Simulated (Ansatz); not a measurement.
**Band-structure calculation of AgBr**

AgBr (Fm-3m, 2 atoms in the cell), computed with DFT, PBE, all-electron LAPW, scalar-relativistic, no spin polarisation (Ansatz 0.2.0).

It belongs to a series of runs on one base structure; here: volume scaled by 0.9, LAPW. Figures and captions count atoms from 1; the log counts them from 0 in places.

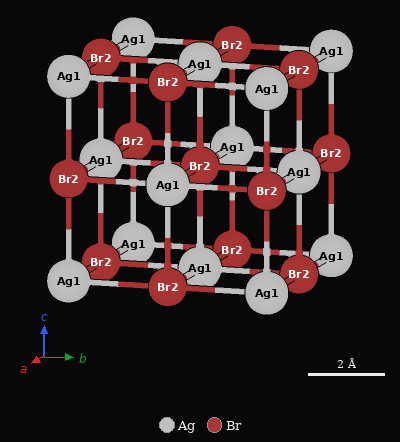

The input geometry (ball-and-stick view of the cell 4 times as large as that of the calculation, set on its symmetry axes, seen slightly off an axis; atoms are numbered from 1 in the order of the input).

**The input**
```yaml
crystal:
  lattice:
    - [0.0, 2.7710993572, 2.7710993572]
    - [2.7710993572, 0.0, 2.7710993572]
    - [2.7710993572, 2.7710993572, 0.0]
  atoms:
    - { symbol: Ag, position: [0.0, 0.0, 0.0] }
    - { symbol: Br, position: [0.5, 0.5, 0.5] }
kpoints:
  mp_grid: { grid: [9, 9, 9] }
  band_path:
    path:
      - [0.0, 0.0, 0.0]
      - [0.5, 0.0, 0.5]
      - [0.625, 0.25, 0.625]
      - [0.375, 0.375, 0.75]
      - [0.0, 0.0, 0.0]
      - [0.5, 0.5, 0.5]
      - [0.5, 0.25, 0.75]
      - [0.5, 0.0, 0.5]
    npoints: 6
scf:
  occupations: { method: fermi_dirac, width: 0.03 }
hamiltonian:
  xc: pbe
  pseudopotentials: { kind: all_electron, lapw: { basis_error: 0.001 } }
output:
  forces: true
  stress: true
  eigenvalues: true
  populations: true
```

Hardware: 1 thread of Intel Xeon (Sapphire Rapids), 16 GiB of memory available, shared host.

Launch command:
```bash
ansatz run input.yaml --threads 1 --pin off --max-ram 2048MiB --backend cpu --events-out ev --progress --plain --runs-dir out
```

**Log**
```
Ag: projections on atomic orbitals take those of the free atom 1s2 2s2 2p6 3s2 3p6 3d10 4s2 4p6 4d10 5s1, of charge +0.00 (hamiltonian.pseudopotentials.projection_atoms)
Br: projections on atomic orbitals take those of the free atom 1s2 2s2 2p6 3s2 3p6 3d10 4s2 4p5, of charge +0.00 (hamiltonian.pseudopotentials.projection_atoms)
LAPW: plane waves up to 7.845 Å⁻¹, error target 1.0e-3 eV per atom; small_component_spin mean_spin; Br in spheres of 1.311 Å, 25 of its electrons in bands, Dirac shells []; Ag in spheres of 1.460 Å, 19 of its electrons in bands, Dirac shells [] (how accurate: hamiltonian.pseudopotentials.lapw.basis_error, Limitations)
Engine: ansatz 0.2.0, x86_64-unknown-linux-gnu
Pseudopotentials: kind: all_electron
Pseudopotential: Ag, LAPW, valence charge 19, lapw/all_electron/scalar/gaussian/Ag, Koelling and Harmon's equation, gaussian nucleus
Pseudopotential: Br, LAPW, valence charge 25, lapw/all_electron/scalar/gaussian/Br, Koelling and Harmon's equation, gaussian nucleus
Functional definition: PBE
  parameter kappa = 0.804
  parameter beta = 0.06672455060314922
  exchange = pbe_x(kappa = kappa, mu = beta*pi^2/3)
  correlation = pbe_c(beta = beta)
Crystal: 2 atoms, lattice volume = 42.558 Å³
Basis set: ecut = 234.4896075654314 eV, 331 PW (Γ), exchange–correlation at level 2
Bands: 27, of which v1, the nominal top of the filled ones, is band 22 counted from 1 (21 counted from 0)
Symmetry: 48 space group operations
Space group: Fm-3m (ITA 225), of the structure as read, at distance tolerance 3.5e-5 Å
k-points: 35 of 729
Non-local potential: Ag, projectors of the file, none
Non-local potential: Br, projectors of the file, none
Initial density: superposition of atomic densities (chi_scale 0.1, normalization cell, long waves kept (reshape's long-wave potential 0.00 eV rms))
Initial wavefunctions: plane waves of lowest kinetic energy (no species holds an atomic orbital)
Functional: x = pbe(κ = 0.804, μ = 0.2195149727645171), c = pbe(β = 0.06672455060314922)
iter 1 solved again at ethr=4.73e-4 eV; its pass at ethr=1.00e-1 eV (dr2=2.08e-1 eV) is discarded
SCF iter   1: F=—  HF=-215582.021070 eV  |F-HF|=—  |Δ(HF+E_count)|=         —  Δρ=1.59e-2  dr2=2.09e-1  ethr=4.73e-4  ⟨swp⟩=2.6  Hψ=6077  notcnv=0
preconditioner: auto → none  [insulator: Δε(μ)=0.607 eV  Ē_g=11.876 eV  σ=0.030 eV  W_gap=1.00  n_scr=14 (ndim 8)  ℏωp=24.1 eV  f_vac=0.056  D(μ)=0.00/eV (n_scr^D=0)  ε∞_Penn≈5.1]
iter 2 solved again at ethr=6.34e-6 eV; its pass at ethr=4.73e-4 eV (dr2=2.79e-3 eV) is discarded
SCF iter   2: F=—  HF=-215581.931468 eV  |F-HF|=—  |Δ(HF+E_count)|=   8.96e-2  Δρ=3.06e-3  dr2=2.79e-3  ethr=6.34e-6  ⟨swp⟩=2.0  Hψ=4877  notcnv=0
SCF iter   3: F=—  HF=-215581.908567 eV  |F-HF|=—  |Δ(HF+E_count)|=   2.29e-2  Δρ=2.64e-3  dr2=3.95e-3  ethr=6.34e-6  ⟨swp⟩=3.0  Hψ=3145  notcnv=0
SCF iter   4: F=—  HF=-215581.908325 eV  |F-HF|=—  |Δ(HF+E_count)|=   2.42e-4  Δρ=8.96e-4  dr2=3.90e-4  ethr=6.34e-6  ⟨swp⟩=2.0  Hψ=2739  notcnv=0
SCF iter   5: F=—  HF=-215581.908468 eV  |F-HF|=—  |Δ(HF+E_count)|=   1.43e-4  Δρ=1.51e-4  dr2=6.84e-6  ethr=8.86e-7  ⟨swp⟩=2.1  Hψ=2746  notcnv=0
SCF iter   6: F=—  HF=-215581.908475 eV  |F-HF|=—  |Δ(HF+E_count)|=   6.94e-6  Δρ=3.89e-5  dr2=6.70e-7  ethr=1.55e-8  ⟨swp⟩=2.9  Hψ=2808  notcnv=0
SCF iter   7: F=-215581.908476 eV  HF=-215581.908476 eV  |F-HF|=1.48e-8  |Δ(HF+E_count)|=   9.77e-7  Δρ=3.61e-6  dr2=5.51e-9  ethr=1.52e-9  ⟨swp⟩=3.0  Hψ=2870  notcnv=0
SCF 1 converged in 7 iterations: F = -215581.908476 eV  dr2 = 5.51e-9
NSCF: frozen V_eff on 43 k-points
SCF converged after 7 iterations
Free energy (F): -215581.908476 eV
Harris-Foulkes:  -215581.908476 eV  (|F-HF|=1.48e-8)
Internal energy: -215581.908476 eV  (E = F + TS)
E sigma→0 (E₀):  -215581.908476 eV
Entropy (-TS):   -0.000000 eV (-0.000 meV/atom)
Fermi energy:    12.523445 eV
--- Per-component energies (eV) ---
  E_band       = -2134.663820
  E_kinetic    = 223961.703172
  E_xc         = -6579.949369
  E_electrostatic = -432963.662279  (all electrons and nuclei)
  E_smearing   = -0.000000  (= −TS)
  E_closure    = 0.000000  (closes the sum)
  E_atoms      = -215577.112466  (free atoms, spherical and without spin; not in F)
  Σ components = -215581.908476   (vs F -215581.908476, Δ=0.00e0)
  Basis errors (estimates in eV, not in F): energy 3.6e-4 per atom: plane waves 3.4e-4 (1.8e-4 summed), levels above the bands 1.4e-158, relativity 4.2e-8, radial functions 2.1e-5, core shells 3.6e-7; eigenvalues (radial functions only) 4.0e-6; not estimated: angular momenta, meshes, grids; target (lapw.basis_error) 1.0e-3; muffin-tin radii Br 1.311 Å, Ag 1.460 Å
--- Forces (eV/Å), atoms counted from 1 ---
  atom   1  Ag     0.00000000    -0.00000000     0.00000000
  atom   2  Br    -0.00000000     0.00000000     0.00000000
  max |Σ_I F_I| component: 1.47e-29 eV/Å
--- Stress (GPa, compression-positive) ---
        9.302865      -0.000000      -0.000000
       -0.000000       9.302865       0.000000
       -0.000000       0.000000       9.302865
  P = ⅓ Tr σ = 9.3029 GPa (93.029 kbar)
--- Band table (eV; the first three rows and the last of 35) ---
  k-point 0: bands = ["-220.2095", "-155.6257", "-155.6257", "-155.6257", "-78.3551", "-48.9221", "-48.9221", "-48.9208", "-48.9208", "-48.9208", "-41.8853", "-41.8853", "-41.8853", "-3.6692", "8.8512", "8.8512", "8.8512", "8.8546", "8.8546", "9.8230", "9.8230", "9.8230", "12.8396", "22.0476", "22.0476", "22.0476", "23.0198"]
  k-point 1: bands = ["-220.2095", "-155.6257", "-155.6257", "-155.6257", "-78.3551", "-48.9221", "-48.9221", "-48.9208", "-48.9208", "-48.9208", "-41.8857", "-41.8854", "-41.8854", "-3.6047", "8.4529", "8.4529", "8.5224", "8.8956", "8.8956", "9.5012", "10.2951", "10.2951", "13.6013", "20.8125", "21.8172", "21.8172", "23.3654"]
  k-point 2: bands = ["-220.2095", "-155.6257", "-155.6257", "-155.6257", "-78.3550", "-48.9221", "-48.9221", "-48.9207", "-48.9207", "-48.9207", "-41.8866", "-41.8855", "-41.8855", "-3.4335", "7.5246", "7.9011", "7.9011", "9.0102", "9.0102", "9.4285", "11.0388", "11.0388", "14.8909", "19.5187", "20.6703", "20.6703", "23.4455"]
  k-point 34: bands = ["-220.2095", "-155.6257", "-155.6257", "-155.6257", "-78.3549", "-48.9221", "-48.9221", "-48.9207", "-48.9207", "-48.9206", "-41.8875", "-41.8872", "-41.8864", "-2.9919", "7.0551", "7.3992", "7.5377", "9.3071", "9.3146", "9.5432", "9.6566", "10.4538", "16.0358", "18.9975", "19.6033", "20.4914", "24.8192"]
--- Löwdin populations: 2 sites ---
  site symbol       q [e]
     0     Ag     46.4859
     1     Br     35.4163
  spilling = 0.001193 (of n_electrons = 82.000000)
```

**File populations.tsv**
```
# site	symbol	l	j	q
# orbitals = lowdin
# n_electrons = 82.000000
# spilling = 0.001193
# projection_atom_Ag: 1s2 2s2 2p6 3s2 3p6 3d10 4s2 4p6 4d10 5s1
# projection_atom_Br: 1s2 2s2 2p6 3s2 3p6 3d10 4s2 4p5
0	Ag	0_1S	-	2.000000
0	Ag	0_2S	-	1.999986
0	Ag	0_3S	-	1.999779
0	Ag	0_4S	-	1.996048
0	Ag	0_5S	-	0.545661
0	Ag	1_2P	-	6.000000
0	Ag	1_3P	-	5.999997
0	Ag	1_4P	-	5.999522
0	Ag	2_3D	-	10.000000
0	Ag	2_4D	-	9.944907
1	Br	0_1S	-	1.999998
1	Br	0_2S	-	1.999913
1	Br	0_3S	-	1.998184
1	Br	0_4S	-	1.923294
1	Br	1_2P	-	5.999999
1	Br	1_3P	-	5.999634
1	Br	1_4P	-	5.495351
1	Br	2_3D	-	9.999903
```

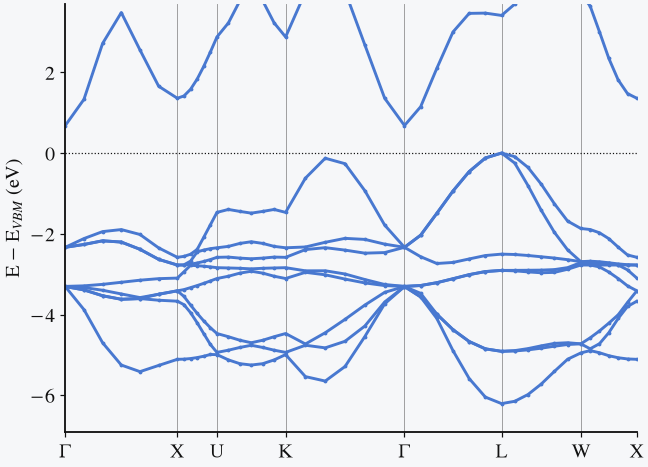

Band structure along Γ–X–U–K–Γ–L–W–X, with energies from the valence-band top. There is a gap of 0.68 eV on this path, indirect, from L to Γ.

**Key numbers**

```csv
quantity,value
outcome,converged
space group (tolerance 0.01 Å),Fm-3m (225)
electrons in bands (core shells apart),44
free energy,−215581.9085 eV
Fermi energy,12.523 eV
pressure,9.30 GPa
electronic character,gap of 0.68 eV
largest force (length of the vector),under 0.001 eV/Å
wall time,8.1 s
peak memory,0.33 GiB
```

**Notes**

The cell is under a pressure of 9.3 GPa at this level, so it is not at its equilibrium volume.
